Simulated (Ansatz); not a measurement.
Geometry relaxation of Ga2O3 (part 2 of 2)

Continued. System: Ga2O3 (R-3c, 10 atoms in the cell). Method: DFT PBE, scalar-relativistic, plane waves, PAW, no spin polarisation (Ansatz 0.2.0); cutoff 420 eV, 9×9×9 k-mesh, Gaussian smearing of 0.02 eV. The structure derives from an entry of the Crystallography Open Database.

Output, continued:
```
  k-point 1: bands = ["-10.0208", "-8.2767", "-8.2361", "-8.2356", "-8.1895", "-8.1702", "-4.1370", "-4.1362", "-4.0628", "-4.0602", "-4.0027", "-3.9705", "-3.9272", "-3.9264", "-3.9042", "-3.9007", "-3.8629", "-3.8588", "-3.7948", "-3.7898", "-3.7869", "-3.7611", "-3.5739", "-3.5584", "-3.0525", "-3.0181", "1.6606", "2.2460", "3.3419", "3.7904", "4.3316", "5.0243", "5.0715", "5.4969", "5.7938", "7.2244", "7.5734", "7.8839", "8.0267", "8.0776", "8.1256", "8.2350", "8.4194", "8.4731", "11.4397", "14.8683", "15.3332", "16.9514", "17.8149", "18.4445", "18.9856", "19.0469", "19.7045", "19.9450"]
  k-point 2: bands = ["-9.8673", "-8.4410", "-8.2547", "-8.2442", "-8.2005", "-8.1749", "-4.1202", "-4.1157", "-4.0555", "-4.0540", "-4.0019", "-3.9720", "-3.9241", "-3.9219", "-3.9126", "-3.9102", "-3.8696", "-3.8616", "-3.8108", "-3.7931", "-3.7850", "-3.6922", "-3.6141", "-3.5513", "-3.1701", "-3.0665", "1.8604", "2.2659", "2.9723", "4.1608", "4.3067", "5.0345", "5.6207", "6.0363", "6.3032", "6.4753", "7.3069", "7.3436", "7.7370", "7.9845", "8.0342", "8.0907", "8.4213", "8.5539", "12.3507", "14.7742", "15.5732", "16.5368", "17.3719", "18.0909", "19.1935", "19.5257", "20.1171", "20.1287"]
  k-point 84: bands = ["-9.2697", "-9.1688", "-8.2589", "-8.2294", "-8.2180", "-8.1937", "-4.0869", "-4.0789", "-4.0590", "-4.0503", "-4.0496", "-4.0399", "-3.9500", "-3.9458", "-3.9430", "-3.9337", "-3.8125", "-3.8107", "-3.8029", "-3.7920", "-3.7369", "-3.7296", "-3.5280", "-3.5057", "-3.2390", "-3.2051", "2.5825", "2.6350", "3.9991", "4.1890", "4.6420", "5.0240", "5.0576", "5.1933", "6.1978", "6.2804", "6.8553", "6.9855", "7.4243", "7.5715", "8.1444", "8.1523", "8.2702", "8.2850", "14.1288", "14.3250", "15.9917", "16.1761", "17.6450", "17.7940", "19.2337", "19.3383", "20.3306", "20.4296"]
--- Relaxed structure (3 steps of the walk, 3 accepted, 1 SCFs on fresh bases) ---
  F+E_penalty+E_count = -18539.81428003 eV   max|allowed force component| = 4.744e-3 eV/Å   (the final SCF, on the basis selected at the relaxed cell)
  cell:  # Å, volume = 100.5891 Å³
    - [2.528721335974295, 1.4599579440469752, 4.541069952668481]
    - [-2.528721335974295, 1.4599579440469752, 4.541069952668481]
    - [-4.37672413536608e-35, -2.919915888043954, 4.5410699526845555]
  atoms:
    - { symbol: Ga, position: [0.3558685513902754, 0.3558685513902754, 0.3558685513902755] }
    - { symbol: Ga, position: [0.14413144860972454, 0.14413144860972454, 0.14413144860972457] }
    - { symbol: Ga, position: [0.6441314486097245, 0.6441314486097245, 0.6441314486097245] }
    - { symbol: Ga, position: [0.8558685513902754, 0.8558685513902754, 0.8558685513902756] }
    - { symbol: O, position: [0.5531736383454918, 0.946826361654508, 0.2500000000000001] }
    - { symbol: O, position: [0.2499999999999999, 0.5531736383454919, 0.9468263616545081] }
    - { symbol: O, position: [0.9468263616545081, 0.2499999999999999, 0.5531736383454919] }
    - { symbol: O, position: [0.446826361654508, 0.053173638345491936, 0.75] }
    - { symbol: O, position: [0.75, 0.446826361654508, 0.05317363834549199] }
    - { symbol: O, position: [0.053173638345491936, 0.75, 0.44682636165450806] }
```

Trajectory as extended XYZ (Å, eV, eV/Å), 4 frames, from step=1 to step=4:
```
10
Lattice="2.5265 1.4587 4.5413 -2.5265 1.4587 4.5413 0.0000 -2.9174 4.5413" Properties=species:S:1:pos:R:3:forces:R:3 step=1 energy=-18539.81384 pressure_GPa=0.38
Ga    0.0000    0.0000    4.8489    0.0000   0.0000  -0.0139
Ga    0.0000    0.0000    1.9631    0.0000   0.0000   0.0139
Ga    0.0000    0.0000    8.7751    0.0000   0.0000   0.0139
Ga    0.0000    0.0000   11.6609    0.0000   0.0000  -0.0139
O    -0.9952    1.4587    7.9473    0.0038   0.0000   0.0000
O    -0.7657   -1.5912    7.9473   -0.0019   0.0033   0.0000
O     1.7608    0.1325    7.9473   -0.0019  -0.0033   0.0000
O     0.9952   -1.4587    5.6767   -0.0038   0.0000   0.0000
O     0.7657    1.5912    5.6767    0.0019  -0.0033   0.0000
O    -1.7608   -0.1325    5.6767    0.0019   0.0033   0.0000
10
Lattice="2.5285 1.4599 4.5385 -2.5285 1.4599 4.5385 0.0000 -2.9197 4.5385" Properties=species:S:1:pos:R:3:forces:R:3 step=2 energy=-18539.81356 pressure_GPa=0.15
Ga    0.0000    0.0000    4.8455    0.0000   0.0000  -0.0048
Ga    0.0000    0.0000    1.9623    0.0000   0.0000   0.0048
Ga    0.0000    0.0000    8.7700    0.0000   0.0000   0.0048
Ga    0.0000    0.0000   11.6533    0.0000   0.0000  -0.0048
O    -0.9950    1.4599    7.9424   -0.0102   0.0000   0.0000
O    -0.7668   -1.5916    7.9424    0.0051  -0.0088   0.0000
O     1.7618    0.1318    7.9424    0.0051   0.0088   0.0000
O     0.9950   -1.4599    5.6731    0.0102   0.0000   0.0000
O     0.7668    1.5916    5.6731   -0.0051   0.0088   0.0000
O    -1.7618   -0.1318    5.6731   -0.0051  -0.0088   0.0000
10
Lattice="2.5287 1.4600 4.5411 -2.5287 1.4600 4.5411 0.0000 -2.9199 4.5411" Properties=species:S:1:pos:R:3:forces:R:3 step=3 energy=-18539.81326 pressure_GPa=0.01
Ga    0.0000    0.0000    4.8481    0.0000   0.0000  -0.0046
Ga    0.0000    0.0000    1.9635    0.0000   0.0000   0.0046
Ga    0.0000    0.0000    8.7751    0.0000   0.0000   0.0046
Ga    0.0000    0.0000   11.6597    0.0000   0.0000  -0.0046
O    -0.9954    1.4600    7.9469   -0.0042   0.0000   0.0000
O    -0.7666   -1.5921    7.9469    0.0021  -0.0037   0.0000
O     1.7621    0.1321    7.9469    0.0021   0.0037   0.0000
O     0.9954   -1.4600    5.6763    0.0042   0.0000   0.0000
O     0.7666    1.5921    5.6763   -0.0021   0.0037   0.0000
O    -1.7621   -0.1321    5.6763   -0.0021  -0.0037   0.0000
10
Lattice="2.5287 1.4600 4.5411 -2.5287 1.4600 4.5411 0.0000 -2.9199 4.5411" Properties=species:S:1:pos:R:3:forces:R:3 step=4 energy=-18539.81428 pressure_GPa=0.03
Ga    0.0000    0.0000    4.8481    0.0000   0.0000  -0.0047
Ga    0.0000    0.0000    1.9635    0.0000   0.0000   0.0047
Ga    0.0000    0.0000    8.7751    0.0000   0.0000   0.0047
Ga    0.0000    0.0000   11.6597    0.0000   0.0000  -0.0047
O    -0.9954    1.4600    7.9469   -0.0044   0.0000   0.0000
O    -0.7666   -1.5921    7.9469    0.0022  -0.0038   0.0000
O     1.7621    0.1321    7.9469    0.0022   0.0038   0.0000
O     0.9954   -1.4600    5.6763    0.0044   0.0000   0.0000
O     0.7666    1.5921    5.6763   -0.0022   0.0038   0.0000
O    -1.7621   -0.1321    5.6763   -0.0022  -0.0038   0.0000
```

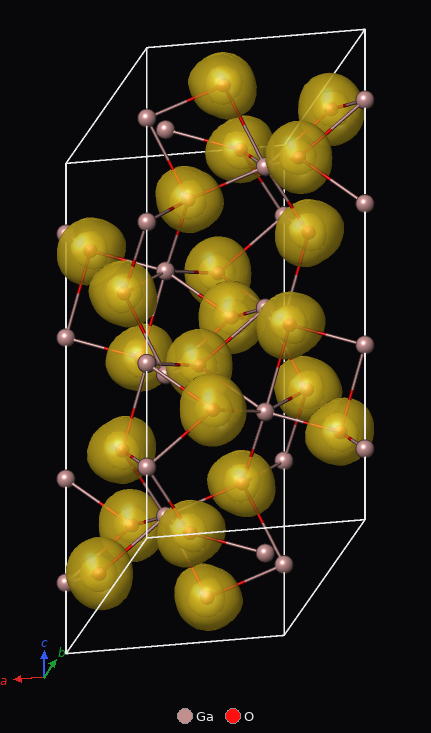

*Isosurface of the electron localisation function at 0.75 (yellow), seen at an oblique angle. Core shells and regions of very low density are left out. Sticks mark near contacts. The outline is the cell set on symmetry axes.*

Along the contacts the grid gives the following. Ga–O (1.95 Å): the ELF is about 0.35 at the midpoint. Ga–O (2.11 Å): the ELF is about 0.25 at the midpoint. In a PAW calculation such maps are meaningful between the atoms, not at the nuclei.

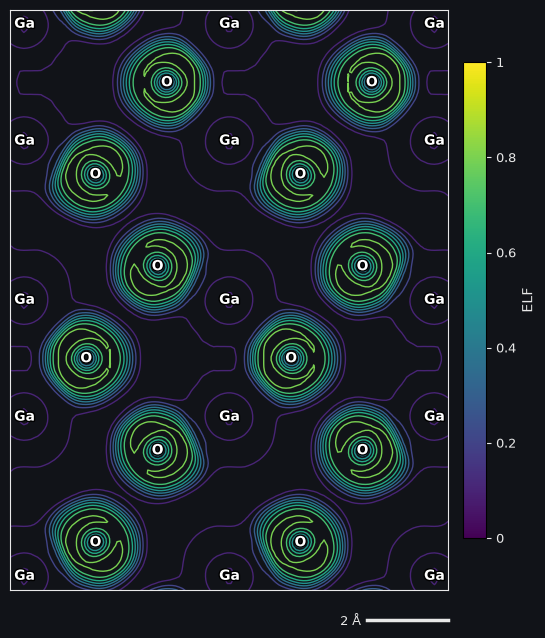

*Electron localisation function on the (100) plane of the conventional cell.*

Ga–O (1.95 Å): the ELF is about 0.35 at the midpoint. Ga–O (2.11 Å): the ELF is about 0.25 at the midpoint.

This output came from the following input.

Input:
```yaml
crystal:
  lattice:
    - [2.5265241378, 1.4586893911, 4.5413334106]
    - [-2.5265241378, 1.4586893911, 4.5413334106]
    - [0.0, -2.9173787821, 4.5413334106]
  atoms:
    - { symbol: Ga, position: [0.355911525, 0.355911525, 0.355911525] }
    - { symbol: Ga, position: [0.144088475, 0.144088475, 0.144088475] }
    - { symbol: Ga, position: [0.644088475, 0.644088475, 0.644088475] }
    - { symbol: Ga, position: [0.855911525, 0.855911525, 0.855911525] }
    - { symbol: O, position: [0.5530571471, 0.9469428529, 0.25] }
    - { symbol: O, position: [0.25, 0.5530571471, 0.9469428529] }
    - { symbol: O, position: [0.9469428529, 0.25, 0.5530571471] }
    - { symbol: O, position: [0.4469428529, 0.0530571471, 0.75] }
    - { symbol: O, position: [0.75, 0.4469428529, 0.0530571471] }
    - { symbol: O, position: [0.0530571471, 0.75, 0.4469428529] }
basis:
  ecutwfc: 420
kpoints:
  mp_grid: { grid: [9, 9, 9] }
hamiltonian:
  xc: pbe
scf:
  occupations: { method: gaussian, width: 0.02 }
output:
  forces: true
  stress: true
  eigenvalues: true
  write_density: true
  write_potential: true
  elf: true
  volumetric_format: npy
relax:
  adjacent_minimum: "off"
  f_tol: 0.005
  max_steps: 80
  cell: { stress_tol: 0.05 }
```

Command:
```bash
ansatz run input.yaml --threads 4 --pin off --max-ram 10240MiB --backend cpu --events-out ev --progress --plain --runs-dir out
```

Summary:

| quantity | value |
| --- | --- |
| outcome | converged |
| space group (tolerance 0.01 Å) | R-3c (167) |
| electrons treated | 88 |
| free energy | −18539.8143 eV |
| Fermi energy | 9.791 eV |
| gap on the k-point mesh | 2.42 eV |
| pressure | 0.03 GPa |
| final volume | 100.59 Å³ |
| largest force (length of the vector) at the end | 0.005 eV/Å |
| final cell | a = 5.399 Å, b = 5.399 Å, c = 5.399 Å, α = 55.86°, β = 55.86°, γ = 55.86° |
| hardware | 4 threads of Arm Neoverse V1, 24 GiB of memory available, shared host |
| wall time | 34 s (CPU time 2.3 min) |
| peak memory | 0.7 GiB |
